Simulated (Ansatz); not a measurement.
**Geometry relaxation, with input and output: TiSi₂ (part 2 of 2)**

Continued. System: TiSi₂ (slab, 12 atoms in the cell). Method: DFT PBEsol, scalar-relativistic, plane waves, PAW, no spin polarisation (Ansatz 0.2.0); cutoff 420 eV, 8×8×1 k-mesh, Gaussian smearing of 0.1 eV. The structure derives from a Materials Project entry. The input holds or restrains some coordinates. It belongs to a series of runs on one base structure; here: clean slab, lower half held.

Geometry of the input (Å; fractional positions):
```
3.5170  0.0000  0.0000
0.0000  3.5556  0.0000
0.0000  0.0000  28.3829
Si 0.0000  0.2500  0.2995
Si 0.5000  0.7500  0.2997
Ti 0.5000  0.2500  0.3690
Si 0.0000  0.7500  0.3890
Si 0.0000  0.2500  0.4454
Ti 0.5000  0.7500  0.4654
Si 0.5000  0.2500  0.5346
Si 0.0000  0.7500  0.5349
Ti 0.0000  0.2500  0.6041
Si 0.5000  0.7500  0.6241
Si 0.5000  0.2500  0.6805
Ti 0.0000  0.7500  0.7005
```

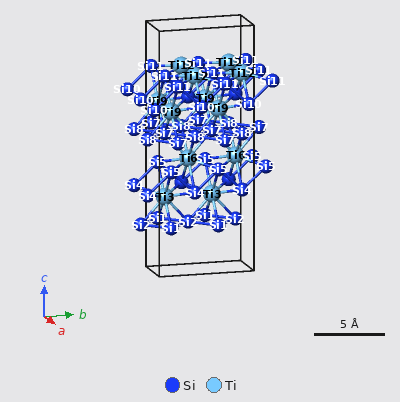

*The geometry at step 2 of the log (ball-and-stick view of the 1 × 2 repeat of the cell, with the vacuum cut short, seen slightly off an axis; bonded neighbours outside the cell are drawn too; atoms are numbered from 1 in the order of the input).*

Log, continued:
```
SCF iter   1: F=—  HF=-14872.194456 eV  |F-HF|=—  |Δ(HF+E_count)|=         —  Δρ=3.36e-3  dr2=6.12e-1  ethr=6.32e-4  p=0.111 e·Å  D=5.64e-2 V/Å  ΔV_dip=-1.60 eV  dr2_dipole=3.87e-1  V_vac-E_F(+/−)=3.63/5.23 eV  ⟨swp⟩=1.6  Hψ=3915  notcnv=0  defer=87
efield: sawtooth ramp at fractional position 0.9800 (handed on by an earlier solve), width 0.0400; the density the first Hamiltonian is built on has a dipole p = 0.111 e·Å; the dipole correction subtracts the counter field D = 5.64e-2 V/Å, which shifts the + side's vacuum level by -1.60 eV against the − side's; the planar-averaged density in the ramp window peaks in size at 3.6e-6 e/Å³
eigensolver tolerance schedule calibrated: the retry pair's looser diagonalisation under-reported the residual by θ = 0.17 (0.25/decade); ethr = c·dr2/N_el runs at the constant in force after the calibration composes with the one it found (an armed cap, an earlier calibration), c = 1.6e-2
preconditioner: auto → LDOS  [metal: Δε(μ)=0.010 eV  Ē_g=6.016 eV  σ=0.100 eV  W_gap=0.05  n_scr=62 (ndim 8)  ℏωp=13.7 eV  f_vac=0.464  D(μ)=9.15/eV (n_scr^D=62)  β→1.0]
SCF iter   2: F=—  HF=-14872.178303 eV  |F-HF|=—  |Δ(HF+E_count)|=   1.62e-2  Δρ=1.59e-3  dr2=7.24e-2  ethr=1.21e-4  p=0.102 e·Å  D=5.22e-2 V/Å  ΔV_dip=-1.48 eV  dr2_dipole=2.53e-2  V_vac-E_F(+/−)=3.73/5.21 eV  ⟨swp⟩=2.9  Hψ=2098  notcnv=0  defer=87
SCF iter   3: F=—  HF=-14872.177449 eV  |F-HF|=—  |Δ(HF+E_count)|=   8.53e-4  Δρ=9.10e-4  dr2=8.63e-3  ethr=1.44e-5  p=0.102 e·Å  D=5.21e-2 V/Å  ΔV_dip=-1.48 eV  dr2_dipole=7.87e-4  V_vac-E_F(+/−)=3.72/5.20 eV  ⟨swp⟩=2.5  Hψ=2320  notcnv=0  defer=87
SCF iter   4: F=—  HF=-14872.175732 eV  |F-HF|=—  |Δ(HF+E_count)|=   1.72e-3  Δρ=1.67e-4  dr2=3.75e-4  ethr=1.71e-6  p=0.101 e·Å  D=5.15e-2 V/Å  ΔV_dip=-1.46 eV  dr2_dipole=2.34e-6  V_vac-E_F(+/−)=3.73/5.20 eV  ⟨swp⟩=3.0  Hψ=2662  notcnv=0  defer=87
SCF iter   5: F=—  HF=-14872.175742 eV  |F-HF|=—  |Δ(HF+E_count)|=   1.03e-5  Δρ=7.90e-5  dr2=1.13e-4  ethr=7.43e-8  p=0.101 e·Å  D=5.14e-2 V/Å  ΔV_dip=-1.46 eV  dr2_dipole=9.42e-7  V_vac-E_F(+/−)=3.74/5.20 eV  ⟨swp⟩=2.5  Hψ=2294  notcnv=0  defer=87
SCF iter   6: F=-14872.175738 eV  HF=-14872.175747 eV  |F-HF|=9.51e-6  |Δ(HF+E_count)|=   5.12e-6  Δρ=2.29e-5  dr2=1.02e-5  ethr=5.97e-9  p=0.101 e·Å  D=5.13e-2 V/Å  ΔV_dip=-1.46 eV  dr2_dipole=1.46e-6  V_vac-E_F(+/−)=3.74/5.20 eV  ⟨swp⟩=26.0  Hψ=14825  notcnv=0
SCF 4 converged in 6 iterations: F = -14872.175738 eV  dr2 = 1.02e-5
relax step   4: F+E_penalty+E_count = -14872.17573786 eV  Δ(F+E_penalty+E_count) = -1.847e-2 eV  max|allowed force component| = 5.312e-2 eV/Å  Δτ_max = 0.1133 Å  (6 SCF iters, dr2 threshold 3.01e-5 eV, accepted)
SCF iter   1: F=—  HF=-14872.176343 eV  |F-HF|=—  |Δ(HF+E_count)|=         —  Δρ=5.38e-4  dr2=5.35e-3  ethr=2.15e-4  p=0.101 e·Å  D=5.13e-2 V/Å  ΔV_dip=-1.46 eV  dr2_dipole=1.86e-3  V_vac-E_F(+/−)=3.74/5.19 eV  ⟨swp⟩=2.0  Hψ=1879  notcnv=0  defer=33
efield: sawtooth ramp at fractional position 0.9800 (handed on by an earlier solve), width 0.0400; the density the first Hamiltonian is built on has a dipole p = 0.101 e·Å; the dipole correction subtracts the counter field D = 5.13e-2 V/Å, which shifts the + side's vacuum level by -1.46 eV against the − side's; the planar-averaged density in the ramp window peaks in size at 3.3e-6 e/Å³
preconditioner: auto → LDOS  [metal: Δε(μ)=0.013 eV  Ē_g=6.035 eV  σ=0.100 eV  W_gap=0.07  n_scr=62 (ndim 8)  ℏωp=13.7 eV  f_vac=0.465  D(μ)=8.93/eV (n_scr^D=62)  β→1.0]
SCF iter   2: F=—  HF=-14872.176021 eV  |F-HF|=—  |Δ(HF+E_count)|=   3.21e-4  Δρ=2.76e-4  dr2=1.09e-3  ethr=6.69e-6  p=0.102 e·Å  D=5.18e-2 V/Å  ΔV_dip=-1.47 eV  dr2_dipole=7.99e-5  V_vac-E_F(+/−)=3.73/5.20 eV  ⟨swp⟩=2.2  Hψ=1967  notcnv=0  defer=30
SCF iter   3: F=—  HF=-14872.175985 eV  |F-HF|=—  |Δ(HF+E_count)|=   3.68e-5  Δρ=1.51e-4  dr2=2.51e-4  ethr=1.37e-6  p=0.101 e·Å  D=5.16e-2 V/Å  ΔV_dip=-1.47 eV  dr2_dipole=1.34e-5  V_vac-E_F(+/−)=3.73/5.20 eV  ⟨swp⟩=3.0  Hψ=2257  notcnv=0  defer=30
SCF iter   4: F=—  HF=-14872.175937 eV  |F-HF|=—  |Δ(HF+E_count)|=   4.72e-5  Δρ=3.49e-5  dr2=2.37e-5  ethr=3.14e-7  p=0.101 e·Å  D=5.17e-2 V/Å  ΔV_dip=-1.47 eV  dr2_dipole=2.29e-6  V_vac-E_F(+/−)=3.73/5.20 eV  ⟨swp⟩=2.6  Hψ=2197  notcnv=0  defer=30
SCF iter   5: F=—  HF=-14872.176314 eV  |F-HF|=—  |Δ(HF+E_count)|=   3.76e-4  Δρ=1.46e-5  dr2=4.14e-6  ethr=2.96e-8  p=0.101 e·Å  D=5.17e-2 V/Å  ΔV_dip=-1.47 eV  dr2_dipole=5.50e-7  V_vac-E_F(+/−)=3.73/5.20 eV  ⟨swp⟩=2.1  Hψ=1756  notcnv=0  defer=30
SCF iter   6: F=—  HF=-14872.176314 eV  |F-HF|=—  |Δ(HF+E_count)|=   2.59e-7  Δρ=4.50e-6  dr2=4.23e-7  ethr=5.17e-9  p=0.101 e·Å  D=5.17e-2 V/Å  ΔV_dip=-1.47 eV  dr2_dipole=8.03e-8  V_vac-E_F(+/−)=3.73/5.20 eV  ⟨swp⟩=2.1  Hψ=1547  notcnv=0  defer=30
SCF iter   7: F=-14872.176314 eV  HF=-14872.176314 eV  |F-HF|=2.79e-8  |Δ(HF+E_count)|=   7.84e-8  Δρ=1.72e-6  dr2=6.16e-8  ethr=1.25e-10  p=0.101 e·Å  D=5.17e-2 V/Å  ΔV_dip=-1.47 eV  dr2_dipole=2.26e-9  V_vac-E_F(+/−)=3.73/5.20 eV  ⟨swp⟩=20.8  Hψ=11548  notcnv=0
SCF 5 converged in 7 iterations: F = -14872.176314 eV  dr2 = 6.16e-8
relax step   5: F+E_penalty+E_count = -14872.17631421 eV  Δ(F+E_penalty+E_count) = -5.763e-4 eV  max|allowed force component| = 1.727e-2 eV/Å  Δτ_max = 0.0149 Å  (7 SCF iters, accepted)
WARN: The input density's exchange-correlation potential varies sharply where the density is thin. Do not read a vacuum level from v_tot or v_xc, or from such a field of the output density. On a cell that repeats whose density bears no net charge and no dipole along the vacuum's axis use v_es (v_loc + v_h of the components); under efield.dipole_correction with no amplitude use v_es + v_field, which holds any external_charges[].barrier, or the levels of the report's work_function block, which leave it out; under a non-zero efield.amplitude the vacuum is tilted and has no level; on a cell that repeats and bears such a dipole with no correction it is tilted too, and efield.dipole_correction with no amplitude gives each side of its ramp a level where efield: is served; in a cell that repeats whose density bears a net charge (total_charge, or a fill off its count) it is curved and has none; of a slab under crystal.periodic whose density bears no net charge use v_es, which has a level on each side, short of where the two are joined; of another it falls or rises all the way out and has none; of a slab beside external_charges read slab_vacuum_level instead, which it has where they leave it neutral. The grid or the basis barely resolves most such structure, and the values can differ between equally converged runs; as a rule a tighter scf.convergence.dr2_threshold does not remove it. Where the density itself ripples (under the LDA too) a higher basis.ecutwfc lessens it. The files hold the spikes' plane waves up to the density's cutoff. Files: v_tot and the like, and their columns of v_z.tsv (output.write_potential); v_xc and the like, and their columns of v_comp_z.tsv (output.write_potential_components); where files of the output density stand in their place, no point of their own thin density is over the threshold below, and this is of outcome.potential() and, of a run that writes arrays (npy), the arrays of these names. Measured: with its Gaussian average of σ = 0.25 Å subtracted twice, the exchange-correlation potential is over 0.1 eV at 28 of the grid points where the equally averaged density (valence and model cores) is under 1e-3 e/Å³, and 0.132 eV at the most among them, at an averaged density of 6.2e-9 e/Å³. See output.write_potential in the manual, Limitations
SCF converged after 7 iterations
Free energy (F): -14872.176314 eV
Harris-Foulkes:  -14872.176314 eV  (|F-HF|=2.79e-8)
Internal energy: -14872.131750 eV  (E = F + TS)
E sigma→0 (E₀):  -14872.154032 eV
Entropy (-TS):   -0.044564 eV (-3.714 meV/atom)
Fermi energy:    3.729187 eV
Dipole field:    D = 0.051756 V/Å  (p = 0.101519 e·Å, saw-weighted, corrected)
Work function:   Φ+ = 3.7281 eV   Φ− = 5.1971 eV
Levels:          The Fermi level and band energies are counted from a zero that moves with the ramp; work functions are not
--- Per-component energies (eV) ---
  E_band       = -1151.186009
  E_kinetic    = 1435.216573
  E_local      = -67513.702967  (includes V_loc(G=0)·N_el)
  E_nonlocal   = 244.755485
  E_hartree    = 33132.658136
  E_xc         = -836.881978
  E_vxc        = -877.208469  (∫ρ·V_xc dr)
  E_paw        = -8082.632842  (= ΣΔE_a)
  E_vpaw       = -704.226600  (= ΣTr[D̂ρ^β])
  E_aug_tail   = 0.000531  (compensation charges beyond the density's cutoff)
  E_efield     = 0.002627  (sawtooth field / dipole correction)
  E_vefield    = -1.321095  (∫n·V_field dr)
  E_ewald      = 26747.642663
  E_core_change = 0.810023  (= ΣΔE_core)
  E_smearing   = -0.044564  (= −TS)
  E_closure    = 0.000000  (closes the sum)
  Σ components = -14872.176314   (vs F -14872.176314, Δ=0.00e0)
--- Forces (eV/Å), atoms counted from 1 ---
  atom   1  Si    -0.00000000     0.00000000    -0.40399608
  atom   2  Si    -0.00000000     0.00000000    -0.24634236
  atom   3  Ti     0.00000000     0.00000000     0.91418294
  atom   4  Si    -0.00000000     0.00000000    -0.45609603
  atom   5  Si     0.00000000     0.00000000     0.10285474
  atom   6  Ti     0.00000000     0.00000000     0.11619971
  atom   7  Si    -0.00000000     0.00000000    -0.00025307
  atom   8  Si    -0.00000000     0.00000000    -0.00304228
  atom   9  Ti    -0.00000000     0.00000000    -0.01520597
  atom  10  Si     0.00000000     0.00000000     0.00326169
  atom  11  Si     0.00000000     0.00000000     0.00574292
  atom  12  Ti    -0.00000000     0.00000000    -0.01726903
  max |Σ_I F_I| component: 3.72e-5 eV/Å
--- Band table (eV; the first three rows and the last of 25) ---
  k-point 0: bands = ["-52.6813", "-52.6377", "-52.5765", "-52.5758", "-29.2563", "-29.0891", "-29.0637", "-29.0609", "-29.0563", "-29.0081", "-29.0066", "-28.9939", "-28.9860", "-28.9767", "-28.9573", "-28.9395", "-8.9722", "-8.3145", "-7.3949", "-6.9147", "-4.1129", "-3.0694", "-0.7041", "0.6068", "0.8108", "0.8509", "1.0297", "1.0684", "1.3786", "1.6093", "1.6775", "1.7082", "2.0376", "2.0819", "2.0870", "2.2260", "2.3177", "2.7798", "3.7393", "4.3051", "4.3367", "4.6988", "4.7632", "4.7902", "4.8386", "4.9217", "5.1460", "5.3718", "5.5862", "5.8921", "5.9576", "6.1374"]
  k-point 1: bands = ["-52.6806", "-52.6371", "-52.5760", "-52.5753", "-29.2555", "-29.0885", "-29.0732", "-29.0695", "-29.0553", "-29.0213", "-29.0055", "-28.9932", "-28.9911", "-28.9805", "-28.9537", "-28.9389", "-8.7878", "-8.1334", "-7.2167", "-6.7494", "-3.9540", "-2.9473", "-0.9326", "-0.6793", "-0.1636", "0.1975", "0.6106", "1.0616", "1.1496", "1.5451", "1.7863", "1.8617", "2.0577", "2.1473", "2.2523", "2.5170", "2.8024", "3.1918", "3.7507", "3.9157", "3.9584", "4.5529", "4.6821", "4.8789", "5.0523", "5.1001", "5.2169", "5.3736", "5.7020", "5.8800", "6.1328", "6.3872"]
  k-point 2: bands = ["-52.6789", "-52.6355", "-52.5749", "-52.5741", "-29.2546", "-29.1049", "-29.0883", "-29.0785", "-29.0528", "-29.0504", "-29.0072", "-29.0027", "-28.9914", "-28.9852", "-28.9488", "-28.9375", "-8.2419", "-7.5965", "-6.6908", "-6.2578", "-3.6734", "-2.8874", "-2.5486", "-1.9479", "-1.3867", "-0.9992", "0.1276", "1.0397", "1.4572", "1.5113", "1.7991", "1.8018", "2.1030", "2.1707", "2.2910", "2.5071", "3.0049", "3.3425", "3.3802", "3.9314", "4.2444", "4.4036", "4.7777", "4.8514", "4.9010", "5.0233", "5.2052", "5.2702", "5.6832", "5.9270", "6.1191", "6.5212"]
  k-point 24: bands = ["-52.6724", "-52.6288", "-52.5691", "-52.5680", "-29.2470", "-29.1265", "-29.1228", "-29.0937", "-29.0828", "-29.0731", "-29.0721", "-29.0625", "-29.0052", "-29.0034", "-28.9912", "-28.9383", "-4.8230", "-4.7593", "-4.3290", "-4.1095", "-3.6593", "-3.6433", "-2.9134", "-2.9014", "-2.3745", "-2.2429", "-1.7829", "-1.7230", "0.0645", "0.1104", "0.1178", "0.4276", "0.8108", "0.9172", "0.9421", "0.9907", "1.6474", "1.6508", "3.1301", "3.1733", "3.4462", "3.5918", "5.3770", "5.6939", "5.7380", "5.7914", "5.7978", "5.8549", "5.9471", "5.9511", "6.6635", "6.7189"]
--- Relaxed structure (5 steps of the walk, 5 accepted, 0 SCFs on fresh bases) ---
  F+E_penalty+E_count = -14872.17631421 eV   max|allowed force component| = 1.727e-2 eV/Å
  atoms:
    - { symbol: Si, position: [0.0, 0.25, 0.2994761869] }
    - { symbol: Si, position: [0.5, 0.75, 0.2997397358] }
    - { symbol: Ti, position: [0.5, 0.25, 0.3689841543] }
    - { symbol: Si, position: [0.0, 0.75, 0.3889698838000001] }
    - { symbol: Si, position: [0.0, 0.25, 0.44539206130000003] }
    - { symbol: Ti, position: [0.5, 0.75, 0.4653777908000001] }
    - { symbol: Si, position: [0.5, 0.25, 0.5350884235842704] }
    - { symbol: Si, position: [9.62133971745311e-19, 0.75, 0.5356016639687956] }
    - { symbol: Ti, position: [3.393028750331438e-19, 0.25, 0.6043826455145888] }
    - { symbol: Si, position: [0.5, 0.75, 0.6281471282537542] }
    - { symbol: Si, position: [0.5, 0.25, 0.6903720786484877] }
    - { symbol: Ti, position: [-6.659352520697362e-18, 0.75, 0.6955687136107915] }
```

Trajectory as extended XYZ (Å, eV, eV/Å), 5 frames, from step=1 to step=5:
```
12
Lattice="3.5170 0.0000 0.0000 0.0000 3.5556 0.0000 0.0000 0.0000 28.3829" Properties=species:S:1:pos:R:3:forces:R:3 step=1 energy=-14871.96540
Si    0.0000    0.8889    8.5000    0.0000   0.0000  -0.4151
Si    1.7585    2.6667    8.5075    0.0000   0.0000  -0.2421
Ti    1.7585    0.8889   10.4728    0.0000   0.0000   0.9516
Si    0.0000    2.6667   11.0401    0.0000   0.0000  -0.4863
Si    0.0000    0.8889   12.6415    0.0000   0.0000   0.0225
Ti    1.7585    2.6667   13.2088    0.0000   0.0000   0.1567
Si    1.7585    0.8889   15.1741    0.0000   0.0000  -0.0516
Si    0.0000    2.6667   15.1816    0.0000   0.0000   0.0595
Ti    0.0000    0.8889   17.1470    0.0000   0.0000  -0.1468
Si    1.7585    2.6667   17.7142    0.0000   0.0000   0.4272
Si    1.7585    0.8889   19.3156    0.0000   0.0000   0.8973
Ti    0.0000    2.6667   19.8829    0.0000   0.0000  -1.1728
12
Lattice="3.5170 0.0000 0.0000 0.0000 3.5556 0.0000 0.0000 0.0000 28.3829" Properties=species:S:1:pos:R:3:forces:R:3 step=2 energy=-14872.11897
Si    0.0000    0.8889    8.5000    0.0000   0.0000  -0.4067
Si    1.7585    2.6667    8.5075    0.0000   0.0000  -0.2506
Ti    1.7585    0.8889   10.4728    0.0000   0.0000   0.9445
Si    0.0000    2.6667   11.0401    0.0000   0.0000  -0.4656
Si    0.0000    0.8889   12.6415    0.0000   0.0000   0.0622
Ti    1.7585    2.6667   13.2088    0.0000   0.0000   0.1328
Si    1.7585    0.8889   15.1760    0.0000   0.0000  -0.0099
Si    0.0000    2.6667   15.1923    0.0000   0.0000   0.0163
Ti    0.0000    0.8889   17.1563    0.0000   0.0000  -0.4429
Si    1.7585    2.6667   17.7631    0.0000   0.0000  -0.2258
Si    1.7585    0.8889   19.3791    0.0000   0.0000   0.5929
Ti    0.0000    2.6667   19.6908    0.0000   0.0000   0.0537
12
Lattice="3.5170 0.0000 0.0000 0.0000 3.5556 0.0000 0.0000 0.0000 28.3829" Properties=species:S:1:pos:R:3:forces:R:3 step=3 energy=-14872.15727
Si    0.0000    0.8889    8.5000    0.0000   0.0000  -0.4061
Si    1.7585    2.6667    8.5075    0.0000   0.0000  -0.2448
Ti    1.7585    0.8889   10.4728    0.0000   0.0000   0.9176
Si    0.0000    2.6667   11.0401    0.0000   0.0000  -0.4606
Si    0.0000    0.8889   12.6415    0.0000   0.0000   0.0808
Ti    1.7585    2.6667   13.2088    0.0000   0.0000   0.0157
Si    1.7585    0.8889   15.1696    0.0000   0.0000   0.0790
Si    0.0000    2.6667   15.1895    0.0000   0.0000   0.0573
Ti    0.0000    0.8889   17.1412    0.0000   0.0000  -0.0207
Si    1.7585    2.6667   17.8340    0.0000   0.0000  -0.3287
Si    1.7585    0.8889   19.4964    0.0000   0.0000   0.3432
Ti    0.0000    2.6667   19.7440    0.0000   0.0000  -0.0330
12
Lattice="3.5170 0.0000 0.0000 0.0000 3.5556 0.0000 0.0000 0.0000 28.3829" Properties=species:S:1:pos:R:3:forces:R:3 step=4 energy=-14872.17574
Si    0.0000    0.8889    8.5000    0.0000   0.0000  -0.4039
Si    1.7585    2.6667    8.5075    0.0000   0.0000  -0.2449
Ti    1.7585    0.8889   10.4728    0.0000   0.0000   0.9080
Si    0.0000    2.6667   11.0401    0.0000   0.0000  -0.4563
Si    0.0000    0.8889   12.6415    0.0000   0.0000   0.1018
Ti    1.7585    2.6667   13.2088    0.0000   0.0000   0.0691
Si    1.7585    0.8889   15.1843    0.0000   0.0000   0.0109
Si    0.0000    2.6667   15.1963    0.0000   0.0000   0.0278
Ti    0.0000    0.8889   17.1475    0.0000   0.0000   0.0531
Si    1.7585    2.6667   17.8342    0.0000   0.0000   0.0027
Si    1.7585    0.8889   19.6097    0.0000   0.0000  -0.0348
Ti    0.0000    2.6667   19.7479    0.0000   0.0000  -0.0318
12
Lattice="3.5170 0.0000 0.0000 0.0000 3.5556 0.0000 0.0000 0.0000 28.3829" Properties=species:S:1:pos:R:3:forces:R:3 step=5 energy=-14872.17631
Si    0.0000    0.8889    8.5000    0.0000   0.0000  -0.4040
Si    1.7585    2.6667    8.5075    0.0000   0.0000  -0.2463
Ti    1.7585    0.8889   10.4728    0.0000   0.0000   0.9142
Si    0.0000    2.6667   11.0401    0.0000   0.0000  -0.4561
Si    0.0000    0.8889   12.6415    0.0000   0.0000   0.1029
Ti    1.7585    2.6667   13.2088    0.0000   0.0000   0.1162
Si    1.7585    0.8889   15.1874    0.0000   0.0000  -0.0003
Si    0.0000    2.6667   15.2019    0.0000   0.0000  -0.0030
Ti    0.0000    0.8889   17.1541    0.0000   0.0000  -0.0152
Si    1.7585    2.6667   17.8286    0.0000   0.0000   0.0033
Si    1.7585    0.8889   19.5948    0.0000   0.0000   0.0057
Ti    0.0000    2.6667   19.7423    0.0000   0.0000  -0.0173
```

Results in brief:

| quantity | value |
| --- | --- |
| outcome | converged under the restraints of the input |
| electrons treated | 80 |
| free energy | −14872.1763 eV |
| work function, top face | 3.73 eV |
| work function, bottom face | 5.20 eV |
| Fermi energy | 3.729 eV |
| gap on the k-point mesh | none (metallic) |
| final volume | 354.94 Å³ |
| work function (upper face) | 3.73 eV |
| largest force (length of the vector) at the end, held atoms and coordinates included | 0.914 eV/Å |
| hardware | 1 thread of Intel Xeon (Sapphire Rapids), 32 GiB of memory available, shared host |
| wall time | 3.4 min |
| peak memory | 0.73 GiB |

The program warns: the exchange-correlation potential is rough where the density is thin.
